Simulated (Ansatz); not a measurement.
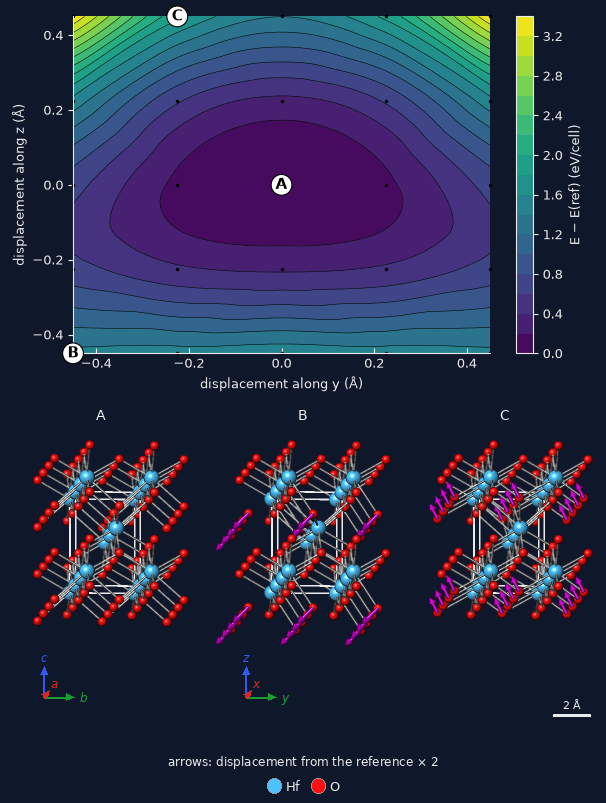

A scan of a crystal of HfO2 (P4_2/nmc): an O atom (one in each cell of 6 atoms) is moved over the plane of the Cartesian directions y and z, all else fixed. The map is interpolated between the computed points (dots). The lettered frames are marked on it. A ball-and-stick model of the cell of the calculation, repeated 3 × 1 × 1 with one cell outlined, seen nearly along the normal of the scanned plane. Purple arrows: displacements from the reference.

Theory: DFT r2SCAN, scalar-relativistic, plane waves, PAW (Ansatz). Settings: plane-wave cutoff 500 eV; k-point mesh 6 × 6 × 6; occupations gaussian; smearing width 0.05 eV; no spin polarisation. Energies (free energies at the smearing named) are counted from the relaxed crystal.

**What does the map show?**

In pairs of (displacement along y (Å); displacement along z (Å)): the lowest computed point lies at (0.000, 0.000) (0.00 eV/cell), the highest at (−0.450, 0.450), (0.450, 0.450) (3.38 eV/cell).  Over the ranges scanned the energy rises more along the second axis, the displacement along z. The frames lie at A (0.000, 0.000): 0.00 eV/cell, B (−0.450, −0.450): 1.46 eV/cell, C (−0.225, 0.450): 1.86 eV/cell.
